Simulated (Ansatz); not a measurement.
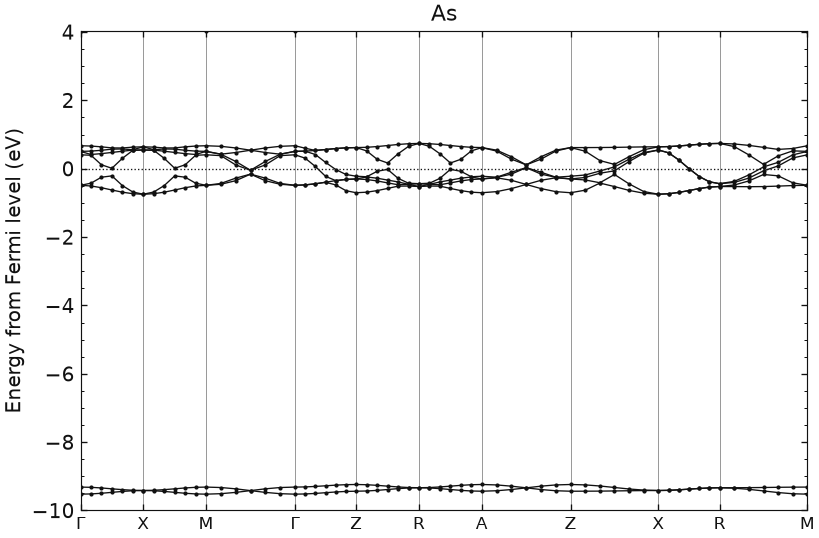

The picture comes from a calculation with Ansatz.

Band structure. Energies are counted from the Fermi level. The path runs straight from each named point to the next. The path has few k points, so lines between them are rough.

Which Bravais lattice do the labels of the path belong to?

Answer. A primitive tetragonal lattice: the path Γ–X–M–Γ–Z–R–A–Z–X–R–M runs through the special points of its Brillouin zone.

This input was run:

```
crystal:
  lattice:
    - [6.396623, 0.0, 0.0]
    - [0.0, 6.396623, 0.0]
    - [0.0, 0.0, 4.634344]
  atoms:
    - { symbol: As, position: [0.75, 0.25, 0.0] }
    - { symbol: As, position: [0.25, 0.75, 0.0] }
  symmetry: { tolerance: 0.0003 }
kpoints:
  mp_grid: { grid: [6, 6, 7], shift: [0, 0, 0] }
  band_path:
    path:
      - [0.0, 0.0, 0.0]
      - [0.5, 0.5, 0.0]
      - [1.0, 0.0, 0.0]
      - [0.0, 0.0, 0.0]
      - [0.0, 0.0, 0.5]
      - [0.5, 0.5, 0.5]
      - [1.0, 0.0, 0.5]
      - [0.0, 0.0, 0.5]
      - [0.5, 0.5, 0.0]
      - [0.5, 0.5, 0.5]
      - [1.0, 0.0, 0.0]
    npoints: 6
magnetization:
  spin_polarized: false
scf:
  occupations: { method: fermi_dirac }
  lower_state_search: "off"
  max_iter: 200
hamiltonian:
  pseudopotentials: { kind: paw }
  xc: pbe
basis:
  ecutwfc: 420
  fft_grid_basis: typed
output:
  forces: true
  stress: true
  eigenvalues: true
  bader: true
  populations: true
  elf: true
  write_potential: true
  volumetric_format: npy
  dos:
    e_range: [-12, 8]
    de: 0.05
    projected: { site_lists: { As: [As] } }
checkpoint:
  read: saved_state
```

Metal, semiconductor or insulator?

Answer. A metal: bands cross the Fermi level along this path.

By band count a gap could open at this filling. What closes it?

Answer. The last band that the electron count would fill rises to 0.55 eV above the Fermi level at X, leaving holes there, and the next band dips to 0.44 eV below it at R, holding electrons: an overlap of 0.99 eV.

The structure was built from a prototype or by substitution, so it need not be a known phase.
